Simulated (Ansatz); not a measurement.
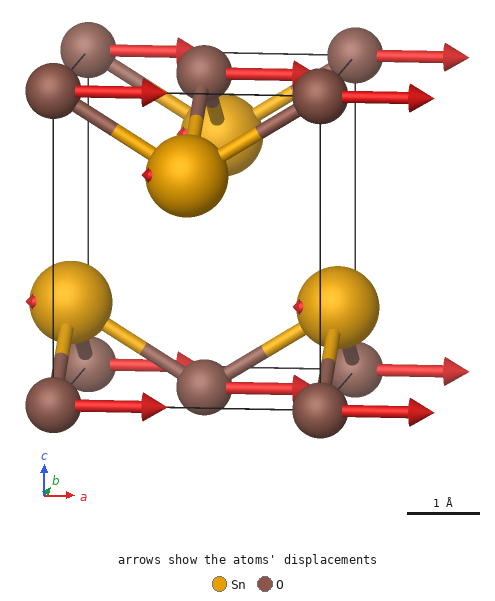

Lattice vibrations of solid SnO relaxed at 5 GPa, at the zone centre. The optical levels lie at 123 (×2), 215, 285 (×2), 360, 362, 490 (×2) cm⁻¹. One mode is drawn. Displacements are drawn as red arrows; their common scale and sign are arbitrary. Style: ball-and-stick. Shown: the cell of the calculation, from a free direction.

Computed with DFT PBE+D3(BJ), scalar-relativistic, plane waves, PAW in Ansatz 0.2.0. Settings: plane-wave cutoff 420 eV; k-point mesh 12 × 12 × 10; occupations fermi dirac; smearing width 0.15 eV; target pressure 5 GPa; no spin polarisation.

The frequencies depend somewhat on the k-mesh and the smearing.

Which of these frequencies is the drawn mode's?

Answer. The level at 285 cm⁻¹. This is the E_u mode (doubly degenerate; one member of the set is drawn), optical level 3 of 6, counted from below, infrared-active by symmetry. The O sublattice moves against the Sn sublattice, along a; it stretches the shortest O–Sn bonds (2.21 Å); the kinetic energy is shared as O 88 %, Sn 12 %. The crystal is a metal, so free carriers screen the infrared response.
